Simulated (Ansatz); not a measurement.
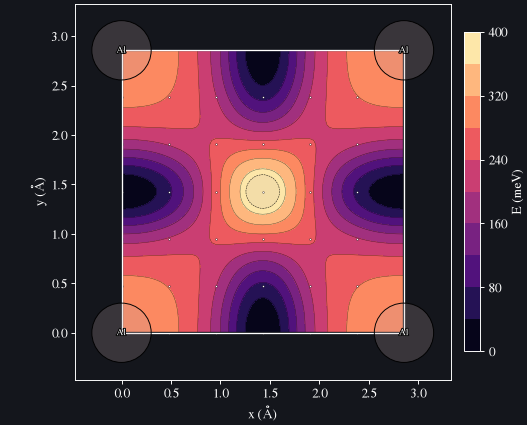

H on an Al(100) slab cut from the Fm-3m phase, its upper half relaxed before the scan (3 atoms of substrate and one adsorbate in a 1 × 1 cell). 
- H is moved over the surface cell; relaxed at each place: the height of the adsorbate's atoms; substrate rigid; the origin of the map has the adsorbate above Al3.
- Places are given modulo a cell vector. The map is drawn in real space over the plane of the surface.
- Grid: 6 × 6 points; 10 points were computed and 26 follow by symmetry.
- All energies are given in meV relative to the lowest grid point.
- With one adsorbate in each 1 × 1 cell, its nearest image is 2.9 Å away, so neighbouring adsorbates interact.
- Computed with DFT PBE, scalar-relativistic, plane waves, PAW (Ansatz). Settings: cutoff 420 eV, k-mesh 9×9×1, gaussian smearing 0.1 eV, no spin polarisation.

The picture shows filled contours, dots at the grid points, labelled circles for the atoms of the top layer and small ones for the second layer, the outline of one cell of the plane. Between grid points the surface is interpolated.

The lowest grid point is at a bridge site between two Al atoms, (0/6, 3/6) of the cell vectors; the map holds 2 wells of about this depth. No other kind of well shows on this grid. The highest grid point, a fourfold hollow over a second-layer Al atom, (3/6, 3/6) of the cell vectors, lies 400 meV above the lowest. On the interpolated surface the easiest way out of the lowest well to a well of about the same depth near a bridge site between two Al atoms, (3/6, 0/6) of the cell vectors passes a barrier of about 240 meV. At the lowest point the adsorbate has 2 Al at 1.80 Å as nearest neighbours, at the highest 4 Al at 2.17 Å. Its relaxed height above the top atom is 1.09 Å at the lowest and 0.78 Å at the highest point.

H is replaced by O; all else is set up alike.

**How does the landscape change?**

The minimum (interpolated where it lies between grid points) moves from a bridge site between two Al atoms, (0/6, 3/6) of the cell vectors to (2/6, 3/6) of the cell vectors [nearest 2 Al at 1.84 Å]. The highest place moves from a fourfold hollow over a second-layer Al atom, (3/6, 3/6) of the cell vectors to the top site over a surface Al atom, (0/6, 0/6) of the cell vectors. The span from the lowest to the highest grid point grows from 400 to 3210 meV. In the new map: at the lowest point the adsorbate has 2 Al at 1.84 Å as nearest neighbours, at the highest 1 Al at 1.67 Å. Its relaxed height above the top atom is 0.66 Å at the lowest and 1.67 Å at the highest point.

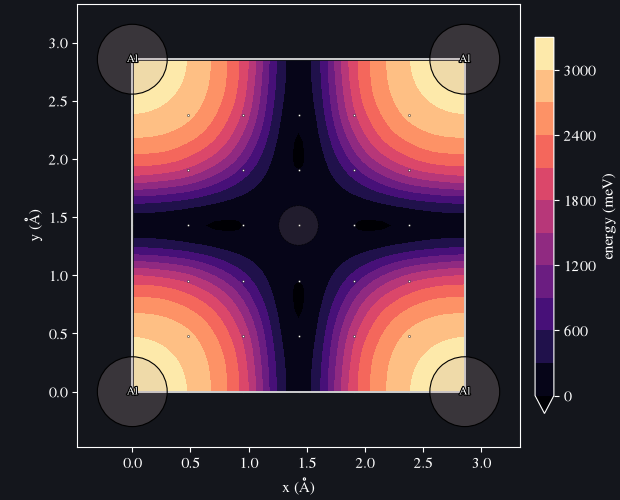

The map after the change, on a colour scale of its own. In the figure: filled contours, dots at the grid points, labelled circles for the atoms of the top layer and small ones for the second layer, the outline of one cell of the plane. Between grid points the surface is interpolated.

PAW datasets: the set soft_1.
